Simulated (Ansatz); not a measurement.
Input file:

```
crystal:
  lattice:
    - [5.175256, 0.0, 0.0]
    - [0.0, 5.175256, 0.0]
    - [0.0, 0.0, 5.175256]
  atoms:
    - { symbol: Sn, position: [0.0, 0.0, 0.0] }
    - { symbol: Sn, position: [0.5, 0.0, 0.5] }
    - { symbol: Sn, position: [0.5, 0.5, 0.0] }
    - { symbol: Sn, position: [0.0, 0.5, 0.5] }
    - { symbol: O, position: [0.661098, 0.838902, 0.161098] }
    - { symbol: O, position: [0.838902, 0.161098, 0.661098] }
    - { symbol: O, position: [0.161098, 0.661098, 0.838902] }
    - { symbol: O, position: [0.338902, 0.338902, 0.338902] }
    - { symbol: O, position: [0.661098, 0.661098, 0.661098] }
    - { symbol: O, position: [0.838902, 0.338902, 0.161098] }
    - { symbol: O, position: [0.161098, 0.838902, 0.338902] }
    - { symbol: O, position: [0.338902, 0.161098, 0.838902] }
hamiltonian:
  xc: revpbe
  pseudopotentials: { kind: paw }
kpoints:
  mp_grid: { grid: [4, 4, 4] }
  band_path:
    path:
      - [[0.0, 0.0, 0.0], [0.0, 0.5, 0.0], [0.5, 0.5, 0.0], [0.0, 0.0, 0.0], [0.5, 0.5, 0.5], [0.0, 0.5, 0.0]]
      - [[0.5, 0.5, 0.0], [0.5, 0.5, 0.5]]
    npoints: 10
scf:
  occupations: { method: fermi_dirac, width: 0.05 }
  n_extra_bands: 30
output:
  forces: true
  stress: true
  eigenvalues: true
  fatbands: false
  write_density: true
  write_potential: true
  elf: true
  volumetric_format: npy
```

Command:

```sh
ansatz run input.yaml --threads 4 --pin off --max-ram 11264MiB --backend cpu --events-out ev --progress --plain --runs-dir out
```

Below, planes, directions and counts refer to the conventional cell (a = 5.18 Å, b = 5.18 Å, c = 5.18 Å, α = 90.00°, β = 90.00°, γ = 90.00°).

Space group Pa-3; a structure from a database of computed crystals, not necessarily the ambient phase; computed pressure about 2 GPa in this cell.

All numbers below come from Kohn-Sham DFT of a periodic cell, revPBE, Ansatz PAW (Ansatz 0.2.0).

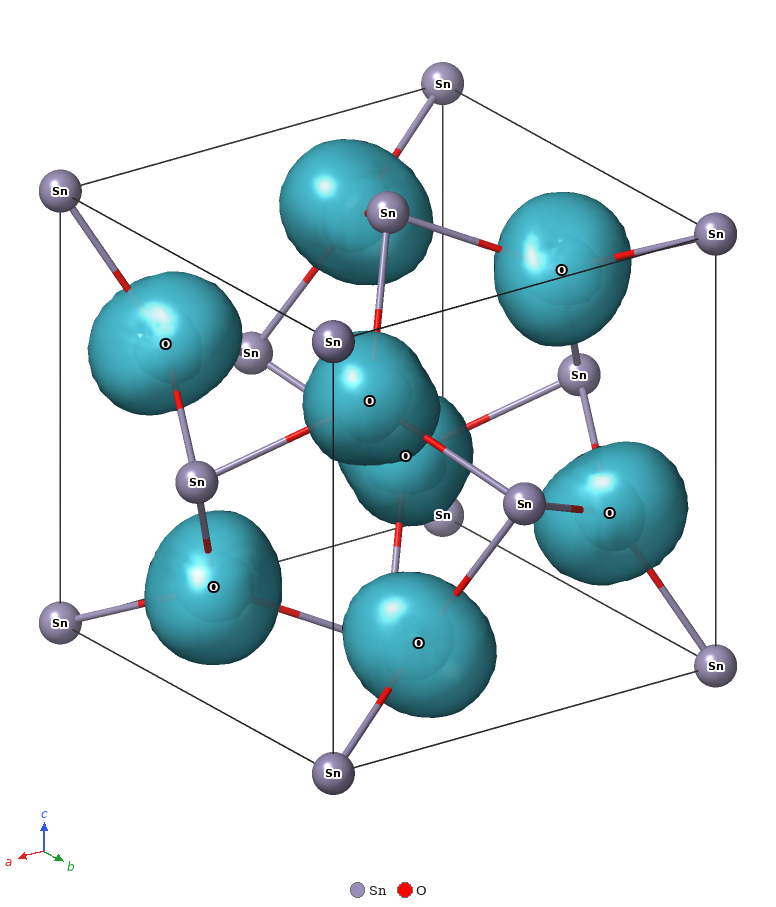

SnO₂. Isosurface of the ELF at 0.75 (cyan), seen at an oblique angle. Only the valence region is drawn (cores and ρ < 0.01 e/Å³ removed). Sticks mark near contacts.

In a PAW calculation such maps are meaningful between the atoms, not at the nuclei.

Describe the localisation domains.

At this value the surface marks out eight regions wrapped around O (the valence shell of each), counted in one cell of 12 atoms. Regions shared between cells count once.

Values along the shortest contacts:
Sn–O (2.11 Å): the ELF peaks at about 0.80 in the valence shell of O, 0.6 Å from its nucleus, and is about 0.25 at the midpoint (no shared electron pair shows on this line).

Does the calculation give a band gap?

It is gapped, with a Kohn–Sham gap of 0.62 eV on the k-point mesh, an upper bound to the gap of this method.
